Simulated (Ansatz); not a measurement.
Here is a crystal structure:

```yaml
crystal:
  lattice:
    - [3.94834, 0.00000, 0.00000]
    - [0.00000, 3.94834, 0.00000]
    - [0.00000, 0.00000, 16.37210]
  atoms:
    - { symbol: Ti, position: [0.00000, 0.00000, 0.88161] }
    - { symbol: Al, position: [0.00000, 0.00000, 0.37492] }
    - { symbol: Al, position: [0.50000, 0.00000, 0.00000] }
    - { symbol: Al, position: [0.00000, 0.50000, 0.00000] }
    - { symbol: Ti, position: [0.00000, 0.00000, 0.11839] }
    - { symbol: Al, position: [0.50000, 0.50000, 0.12508] }
    - { symbol: Al, position: [0.50000, 0.00000, 0.25000] }
    - { symbol: Al, position: [0.00000, 0.50000, 0.25000] }
    - { symbol: Ti, position: [0.50000, 0.50000, 0.38161] }
    - { symbol: Al, position: [0.50000, 0.50000, 0.87492] }
    - { symbol: Al, position: [0.00000, 0.50000, 0.50000] }
    - { symbol: Al, position: [0.50000, 0.00000, 0.50000] }
    - { symbol: Ti, position: [0.50000, 0.50000, 0.61839] }
    - { symbol: Al, position: [0.00000, 0.00000, 0.62508] }
    - { symbol: Al, position: [0.00000, 0.50000, 0.75000] }
    - { symbol: Al, position: [0.50000, 0.00000, 0.75000] }
```

**What does this file describe?**

The formula is TiAl3. The structure has I4/mmm (No. 139) symmetry and a body-centred tetragonal lattice. The cell comprises 4 formula units: 4 Ti, 12 Al. Ti is coordinated by twelve Al in a cuboctahedral arrangement at 2.77 to 2.92 Å. Al sits among eight Al and four Ti in a cuboctahedral arrangement (2.79 to 2.84 Å to Al, 2.77 to 2.92 Å to Ti). The bonds build a three-dimensional framework.

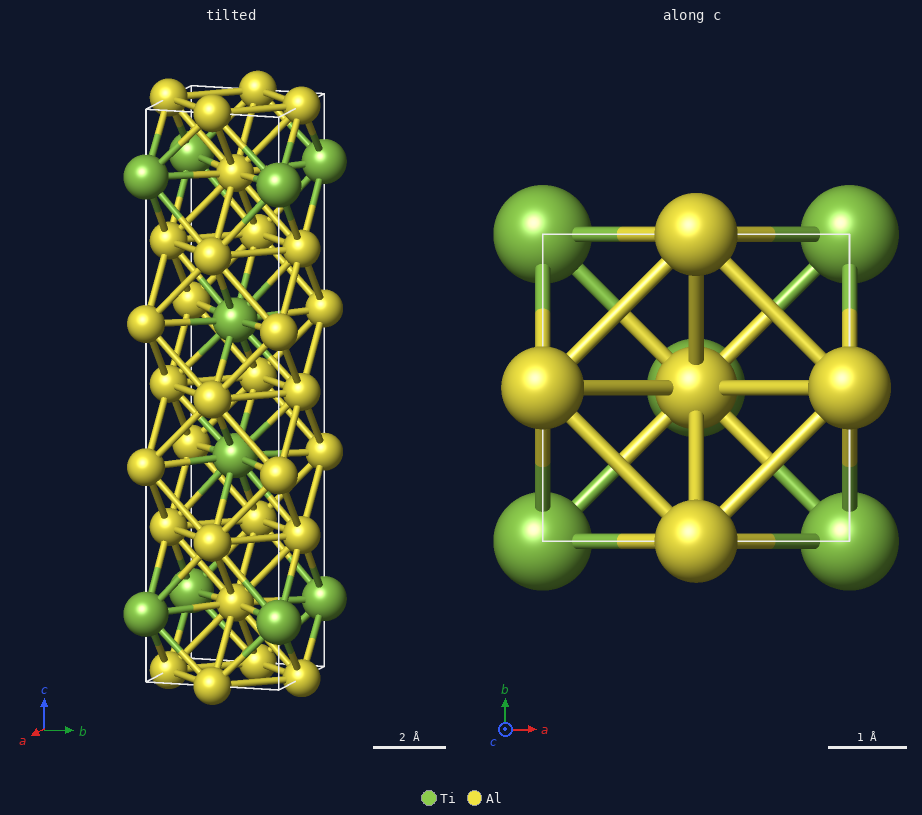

Ball-and-stick representation of a periodic structure, projected slightly off an axis and along the c axis. The outline marks the conventional unit cell. Colours: titanium green, aluminium yellow.

The initial geometry was a structure listed in the Materials Project. Earlier steps of the study may have refined or changed the cell and positions. Ansatz was used for an electronic-structure calculation on it.
